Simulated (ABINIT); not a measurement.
# Pd: positron calculation (part 2 of 2)

Pd (Fm-3m, 1 atom in the cell); Kohn-Sham DFT of a periodic cell, LDA, JTH PAW LDA v2.0, no spin polarisation (ABINIT 10.8.3); cutoff 489.81 eV, 8×8×8 k-mesh, fermi-dirac of 0.2 eV. The structure derives from an entry of the Crystallography Open Database.

Geometry of the input (Å; fractional positions):
```
0.0000  1.9465  1.9465
1.9465  0.0000  1.9465
1.9465  1.9465  0.0000
Pd 0.0000  0.0000  0.0000
```

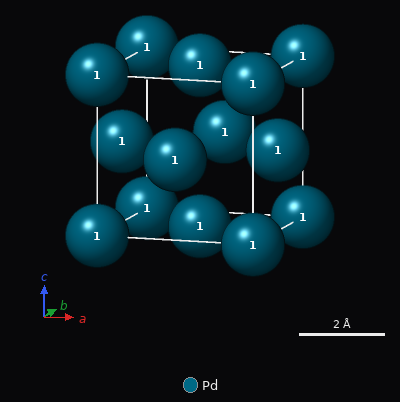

The structure as given in the input (spheres-only view of the cell 4 times as large as that of the calculation, set on its symmetry axes, seen slightly off an axis; atoms are numbered from 1 in the order of the input).

**Log, continued**
```
 cartesian coordinates (angstrom) at end:
    1      0.00000000000000     0.00000000000000     0.00000000000000

 cartesian forces (hartree/bohr) at end:
    1     -0.00000000000000    -0.00000000000000    -0.00000000000000
 frms,max,avg= 0.0000000E+00 0.0000000E+00   0.000E+00  0.000E+00  0.000E+00 h/b

 cartesian forces (eV/Angstrom) at end:
    1     -0.00000000000000    -0.00000000000000    -0.00000000000000
 frms,max,avg= 0.0000000E+00 0.0000000E+00   0.000E+00  0.000E+00  0.000E+00 e/A
 length scales=  1.000000000000  1.000000000000  1.000000000000 bohr
              =  0.529177210544  0.529177210544  0.529177210544 angstroms
 Fermi (or HOMO) energy (hartree) =   0.43024   Average Vxc (hartree)=  -0.47045
 Eigenvalues (hartree) for nkpt=  29  k points:
 kpt#   1, nband= 13, wtk=  0.00195, kpt=  0.0000  0.0000  0.0000 (reduced coord)
  -2.65968   -1.39431   -1.39431   -1.39431    0.15696    0.32078    0.32078    0.32078
   0.38111    0.38111    1.05282    1.22632    1.22632
      occupation numbers for kpt#   1
   2.00000    2.00000    2.00000    2.00000    2.00000    2.00000    2.00000    2.00000
   1.99750    1.99750    0.00000    0.00000    0.00000
 prteigrs : prtvol=0 or 1, do not print more k-points.

--- !EnergyTerms
iteration_state     : {dtset: 1, }
comment             : Components of total free energy in Hartree
kinetic             :  1.32713554834144E+01
hartree             :  1.43465661221640E+01
xc                  : -4.28520949424510E+00
Ewald energy        : -1.00962017212567E+02
psp_core            :  8.10000212542931E+00
local_psp           : -4.96045513892149E+01
PAW spherical_terms : -9.93821372553173E+00
internal            : -1.29072068090551E+02
'-kT*entropy'       : -7.47958607510302E-03
total_energy        : -1.29079547676626E+02
total_energy_eV     : -3.51243342828519E+03
...

--- !EnergyTermsDC
iteration_state     : {dtset: 1, }
comment             : '"Double-counting" decomposition of free energy'
band_energy         : -1.04253297718556E+01
Ewald energy        : -1.00962017212567E+02
psp_core            :  8.10000212542931E+00
xc_dc               : -1.36754989223443E+01
PAW spherical_terms : -1.21092226650289E+01
internal            : -1.29072066446367E+02
'-kT*entropy'       : -7.47958607510302E-03
total_energy_dc     : -1.29079546032442E+02
total_energy_dc_eV  : -3.51243338354465E+03
...

--- !EnergyTermsWithPAWCore
iteration_state     : {dtset: 1, }
comment             : 'Components of total free energy, including PAW core contributions'
Total energy        : -5.04132062868113E+03
Total energy DC     : -5.04132062703694E+03
Total energy (eV)   : -1.37181322816874E+05
Total energy DC (eV): -1.37181322772133E+05
...

 Cartesian components of stress tensor (hartree/bohr^3)
  sigma(1 1)=  2.93816586E-04  sigma(3 2)=  0.00000000E+00
  sigma(2 2)=  2.93816586E-04  sigma(3 1)=  0.00000000E+00
  sigma(3 3)=  2.93816586E-04  sigma(2 1)=  0.00000000E+00

-Cartesian components of stress tensor (GPa)         [Pressure= -8.6444E+00 GPa]
- sigma(1 1)=  8.64438241E+00  sigma(3 2)=  0.00000000E+00
- sigma(2 2)=  8.64438241E+00  sigma(3 1)=  0.00000000E+00
- sigma(3 3)=  8.64438241E+00  sigma(2 1)=  0.00000000E+00

================================================================================
== DATASET  2 ==================================================================

--- !DatasetInfo
iteration_state: {dtset: 2, }
dimensions: {natom: 1, nkpt: 1, mband: 1, nsppol: 1, nspinor: 1, nspden: 1, mpw: 170, }
cutoff_energies: {ecut:  18.0, pawecutdg:  36.0, }
electrons: {nelect:   1.00000000E+00, charge:   0.00000000E+00, occopt:   2.00000000E+00, tsmear:   1.00000000E-02, }
meta: {optdriver: 0, ionmov: 0, optcell: 0, iscf: 17, paral_kgb: 0, }
...

 mkfilename : getden/=0, take file _DEN from output of DATASET   1.

 Exchange-correlation functional for the present dataset will be:
  LDA: Perdew-Wang 92 LSD fit to Ceperley-Alder data - ixc=7
  J.P.Perdew and Y.Wang, PRB 45, 13244 (1992)

 Real(R)+Recip(G) space primitive vectors, cartesian coordinates (Bohr,Bohr^-1):
 R(1)=  0.0000000  3.6783519  3.6783519  G(1)= -0.1359304  0.1359304  0.1359304
 R(2)=  3.6783519  0.0000000  3.6783519  G(2)=  0.1359304 -0.1359304  0.1359304
 R(3)=  3.6783519  3.6783519  0.0000000  G(3)=  0.1359304  0.1359304 -0.1359304
 Unit cell volume ucvol=  9.9538209E+01 bohr^3
 Angles (23,13,12)=  6.00000000E+01  6.00000000E+01  6.00000000E+01 degrees

 Coarse grid specifications (used for wave-functions):

 getcut: wavevector=  0.0000  0.0000  0.0000  ngfft=  20  20  20
         ecut(hartree)=     18.000   => boxcut(ratio)=   2.01308

 Fine grid specifications (used for densities):

 getcut: wavevector=  0.0000  0.0000  0.0000  ngfft=  30  30  30
         ecut(hartree)=     36.000   => boxcut(ratio)=   2.13756

--- Pseudopotential description ------------------------------------------------
- pspini: atom type   1  psp file is ./Pd.LDA_PW-JTH.xml
 Pseudopotential format is: paw10
 basis_size (lnmax)=  6 (lmn_size= 18), orbitals=   0   0   1   1   2   2
 Spheres core radius: rc_sph= 2.51164926
 Shapefunction is SIN type: shapef(r)=[sin(pi*r/rshp)/(pi*r/rshp)]**2
 Radius for shape functions =  2.51164926
 Compensation charge density is not taken into account in XC energy/potential

--------------------------------------------------------------------------------

================================================================================

--- !BeginCycle
iteration_state: {dtset: 2, }
solver: {iscf: 17, nstep: 80, nline: 4, wfoptalg: 10, }
tolerances: {toldfe: 1.00E-09, }
...

     iter   Etot(hartree)      deltaE(h)  residm     nres2
 ETOT  1  -129.25805957826    -1.293E+02 1.347E+02 1.829E-01
 ETOT  2  -129.70695845386    -4.489E-01 3.628E-02 6.862E-01
 ETOT  3  -129.71101369200    -4.055E-03 3.252E-02 6.238E-01
 ETOT  4  -129.71147848284    -4.648E-04 9.583E-04 4.033E-01
 ETOT  5  -129.71154798565    -6.950E-05 4.128E-04 2.065E-02
 ETOT  6  -129.71158917172    -4.119E-05 2.431E-04 7.893E-02
 ETOT  7  -129.71158214455     7.027E-06 1.881E-03 1.347E-02
 ETOT  8  -129.71157964030     2.504E-06 2.629E-04 1.017E-03
 ETOT  9  -129.71158218044    -2.540E-06 6.854E-04 3.585E-05
 ETOT 10  -129.71158441920    -2.239E-06 6.544E-05 2.995E-06
 ETOT 11  -129.71158588463    -1.465E-06 2.623E-04 8.169E-07
 ETOT 12  -129.71158684192    -9.573E-07 3.100E-05 9.779E-07
 ETOT 13  -129.71158746821    -6.263E-07 1.059E-04 3.621E-07
 ETOT 14  -129.71158787739    -4.092E-07 1.406E-05 2.572E-07
 ETOT 15  -129.71158814499    -2.676E-07 4.383E-05 1.358E-07
 ETOT 16  -129.71158831984    -1.749E-07 6.223E-06 8.980E-08
 ETOT 17  -129.71158843417    -1.143E-07 1.838E-05 4.605E-08
 ETOT 18  -129.71158850887    -7.471E-08 2.719E-06 2.617E-08
 ETOT 19  -129.71158855771    -4.884E-08 7.757E-06 2.005E-08
 ETOT 20  -129.71158858963    -3.192E-08 1.180E-06 1.786E-08
 ETOT 21  -129.71158861049    -2.086E-08 3.292E-06 7.127E-09
 ETOT 22  -129.71158862413    -1.364E-08 5.094E-07 9.223E-09
 ETOT 23  -129.71158863304    -8.913E-09 1.398E-06 1.639E-09
 ETOT 24  -129.71158863886    -5.826E-09 2.188E-07 4.923E-09
 ETOT 25  -129.71158864267    -3.808E-09 5.956E-07 7.714E-10
 ETOT 26  -129.71158864516    -2.489E-09 9.382E-08 2.263E-09
 ETOT 27  -129.71158864679    -1.627E-09 2.540E-07 2.425E-10
 ETOT 28  -129.71158864785    -1.064E-09 4.019E-08 1.010E-09
 ETOT 29  -129.71158864855    -6.954E-10 1.084E-07 9.246E-11
 ETOT 30  -129.71158864900    -4.546E-10 1.721E-08 3.966E-10

 At SCF step   30, etot is converged :
  for the second time, diff in etot=  4.546E-10 < toldfe=  1.000E-09

--- !ResultsGS
iteration_state: {dtset: 2, }
comment   : Summary of ground state results
lattice_vectors:
- [  0.0000000,   3.6783519,   3.6783519, ]
- [  3.6783519,   0.0000000,   3.6783519, ]
- [  3.6783519,   3.6783519,   0.0000000, ]
lattice_lengths: [   5.20198,    5.20198,    5.20198, ]
lattice_angles: [ 60.000,  60.000,  60.000, ] # degrees, (23, 13, 12)
lattice_volume:   9.9538209E+01
convergence: {deltae: -4.546E-10, res2:  3.966E-10, residm:  1.721E-08, diffor:  0.000E+00, }
etotal    :  -1.29711589E+02
entropy   :   0.00000000E+00
fermie    :  -6.32042617E-01
cartesian_stress_tensor: null
pressure_GPa: null
xred      :
- [  0.0000E+00,   0.0000E+00,   0.0000E+00, Pd]
cartesian_forces: null
force_length_stats: {min: null, max: null, mean: null, }
...

 Integrated electronic density in atomic spheres:
 ------------------------------------------------
 Atom  Sphere_radius  Integrated_density
    1        2.51165          0.51491757

--------------------------------------------------------------------------------
 Results for electron-positron annihilation:

2 computations of positron lifetime have been performed (with different enhancement factors).

########## Lifetime computation 1

 # Zero-positron density limit of Arponen and Pajanne provided by Boronski & Nieminen
   Ref.: Boronski and R.M. Nieminen, Phys. Rev. B 34, 3820 (1986)
 # Enhancement factor of Boronski & Nieminen
   Ref.: Boronski and R.M. Nieminen, Phys. Rev. B 34, 3820 (1986)

 Positron lifetime                         (ps)   =  1.08547953E+02
 Positron lifetime with IPM for core elec. (ps)   =  1.09607698E+02
 Annihilation rate                         (ns-1) =  9.21251823E+00
 Annihilation rate with IPM for core elec. (ns-1) =  9.12344678E+00

 Annihilation rate core/valence decomposition:
   Core    contribution to ann.rate          (ns-1) =  2.43888862E-01
   Valence contribution to ann.rate          (ns-1) =  8.96862937E+00
   Core    contribution to ann.rate with IPM (ns-1) =  1.41941855E-01
   Valence contribution to ann.rate with IPM (ns-1) =  8.98150493E+00

 Annihilation rate PAW decomposition:
   Plane-wave contribution to ann.rate          (ns-1) =  1.12772703E+01
   Plane-wave valence contribution to ann.rate  (ns-1) =  1.02629580E+01
   On-site core contribution to ann.rate        (ns-1) = -7.70423355E-01
   On-site valence contribution to ann.rate     (ns-1) = -1.29432868E+00
   Plane-wave contribution to ann.rate with IPM (ns-1) =  1.08651955E+01
   Plane-wave core contrb. to ann.rate with IPM (ns-1) =  5.04652523E-01

########## Lifetime computation 2

 # Zero-positron density limit of Arponen and Pajanne provided by Boronski & Nieminen
   Ref.: Boronski and R.M. Nieminen, Phys. Rev. B 34, 3820 (1986)
 # Enhancement factor of Boronski & Nieminen IN THE RPA LIMIT
   Ref.: Boronski and R.M. Nieminen, Phys. Rev. B 34, 3820 (1986)

 Positron lifetime                         (ps)   =  1.00093303E+02
 Positron lifetime with IPM for core elec. (ps)   =  1.00994402E+02
 Annihilation rate                         (ns-1) =  9.99067840E+00
 Annihilation rate with IPM for core elec. (ns-1) =  9.90153892E+00

 Annihilation rate core/valence decomposition:
   Core    contribution to ann.rate          (ns-1) =  2.48752339E-01
   Valence contribution to ann.rate          (ns-1) =  9.74192606E+00
   Core    contribution to ann.rate with IPM (ns-1) =  1.41941855E-01
   Valence contribution to ann.rate with IPM (ns-1) =  9.75959706E+00

 Annihilation rate PAW decomposition:
   Plane-wave contribution to ann.rate          (ns-1) =  1.21279465E+01
   Plane-wave valence contribution to ann.rate  (ns-1) =  1.10967339E+01
   On-site core contribution to ann.rate        (ns-1) = -7.82460229E-01
   On-site valence contribution to ann.rate     (ns-1) = -1.35480787E+00
   Plane-wave contribution to ann.rate with IPM (ns-1) =  1.17166489E+01
   Plane-wave core contrb. to ann.rate with IPM (ns-1) =  5.04652523E-01

      (*) IPM=Independent particle Model

================================================================================

 ----iterations are completed or convergence reached----

 Mean square residual over all n,k,spin=   17.211E-09; max=  17.211E-09
 reduced coordinates (array xred) for    1 atoms
       0.000000000000      0.000000000000      0.000000000000
 rms dE/dt=  0.0000E+00; max dE/dt=  0.0000E+00; dE/dt below (all hartree)
    1       0.000000000000      0.000000000000      0.000000000000

 cartesian coordinates (angstrom) at end:
    1      0.00000000000000     0.00000000000000     0.00000000000000
 length scales=  1.000000000000  1.000000000000  1.000000000000 bohr
              =  0.529177210544  0.529177210544  0.529177210544 angstroms
 Fermi (or HOMO) energy (hartree) =  -0.63204   Average Vxc (hartree)=  -0.36588
 Eigenvalues (hartree) for nkpt=   1  k points:
 kpt#   1, nband=  1, wtk=  1.00000, kpt=  0.0000  0.0000  0.0000 (reduced coord)
  -0.63204

--- !EnergyTerms
iteration_state     : {dtset: 2, }
comment             : Components of total free energy in Hartree
kinetic             :  5.56972180375998E-02
local_psp           : -8.36985837350622E-01
PAW spherical_terms : -4.66028619064777E-02
positronic          : -8.27891481219486E-01
electronic          : -1.29079546032442E+02
electron_positron_interaction:  1.95845362503112E-01
total_energy        : -1.29711592151158E+02
total_energy_eV     : -3.52963223460632E+03
...

--- !EnergyTermsDC
iteration_state     : {dtset: 2, }
comment             : '"Double-counting" decomposition of free energy'
band_energy         : -6.32042616561614E-01
PAW spherical_terms :  0.00000000000000E+00
electron_positron_dc: -1.95845362503139E-01
positronic          : -8.27887979064732E-01
electronic          : -1.29079546032442E+02
electron_positron_interaction:  1.95845362503112E-01
total_energy_dc     : -1.29711588649003E+02
total_energy_dc_eV  : -3.52963213930783E+03
...

== END DATASET(S) ==============================================================
================================================================================

 -outvars: echo values of variables after computation  --------
            acell      1.0000000000E+00  1.0000000000E+00  1.0000000000E+00 Bohr
           etotal1    -1.2907954603E+02
           etotal2    -1.2971158865E+02
            fcart1    -0.0000000000E+00 -0.0000000000E+00 -0.0000000000E+00
            fcart2     9.9999999999E+99  9.9999999999E+99  9.9999999999E+99
            rprim      0.0000000000E+00  3.6783519016E+00  3.6783519016E+00
                       3.6783519016E+00  0.0000000000E+00  3.6783519016E+00
                       3.6783519016E+00  3.6783519016E+00  0.0000000000E+00
           strten1     2.9381658607E-04  2.9381658607E-04  2.9381658607E-04
                       0.0000000000E+00  0.0000000000E+00  0.0000000000E+00
           strten2     9.9999999999E+99  9.9999999999E+99  9.9999999999E+99
                       9.9999999999E+99  9.9999999999E+99  9.9999999999E+99
 Calculation completed.
```
